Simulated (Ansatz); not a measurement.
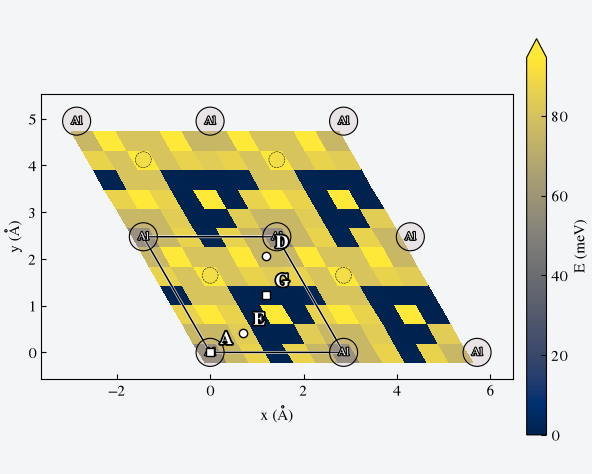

H on an Al(111) slab cut from the Fm-3m phase, its upper half relaxed before the scan (12 atoms of substrate and one adsorbate in a 2 × 2 cell). 
- H is moved over the surface cell; relaxed at each place: the height of the adsorbate's atoms; substrate rigid; the origin of the map has the adsorbate above Al9.
- Places are given modulo a cell vector. The map is drawn in real space over the plane of the surface.
- The grid has 6 × 6 points; 10 points were computed and 26 follow by symmetry.
- Places are given in fractions of the 1 × 1 surface cell.
- Energies: meV, counted from the lowest grid point.
- At some places the adsorbate sinks to or below the level of the top layer.
- Theory: DFT PBE, scalar-relativistic, plane waves, PAW (Ansatz 0.2.0). Settings: cutoff 420 eV, k-mesh 6×6×1, gaussian smearing 0.1 eV, no spin polarisation.

In the figure: one coloured cell a grid point, labelled circles for the atoms of the top layer and small ones for the second layer, the outline of one cell of the 2 × 2 shown, one colour for all values above the top of the scale, lettered points.

Q: Is E the lowest point of the computed grid?

A: No. E lies 84 meV above the lowest grid point, which is at (3/6, 1/6) of the cell vectors [nearest 1 Al at 1.71 Å].

Q: Rank the lettered points by energy, lowest first.

A: G (0 meV), A (55 meV), D (76 meV), E (84 meV).
